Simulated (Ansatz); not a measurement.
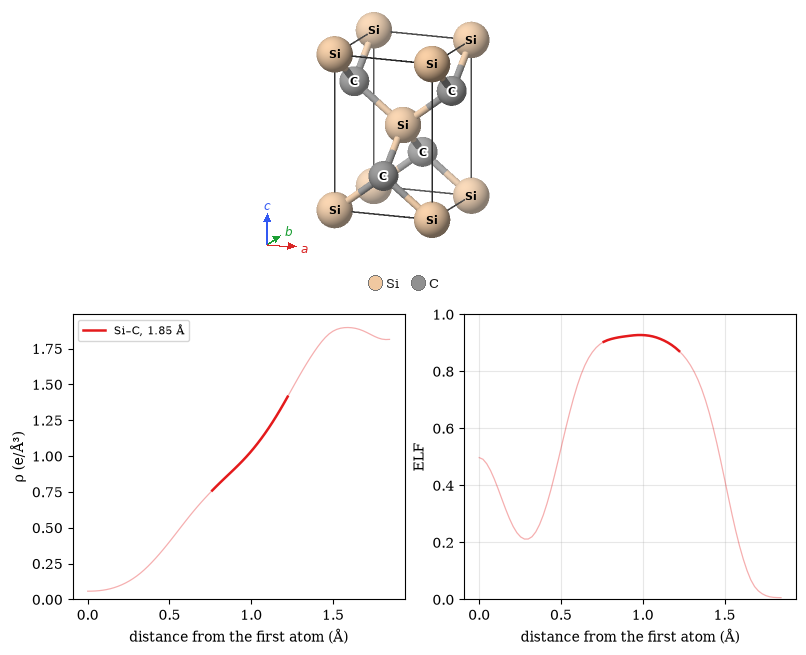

*SiC. Valence electron density and electron localisation function along straight lines between neighbouring atoms. Thin, pale parts lie inside the atomic spheres. The structure is drawn too.*

Space group I-4m2; started from the zincblende prototype, which need not be the ambient phase; changed on purpose from its base cell (epitaxial xy strain -4.9%); computed pressure about 21 GPa in this cell.

Computed with DFT, PBE, plane waves, PAW (Ansatz 0.2.0).

In a PAW calculation such maps are meaningful between the atoms, not at the nuclei.

Question: What kind of bonding do the profiles show?

Answer: Si–C (1.85 Å): ρ is about 0.94 e/Å³ halfway; the ELF peaks at about 0.95 between the atoms; a covalent bond.
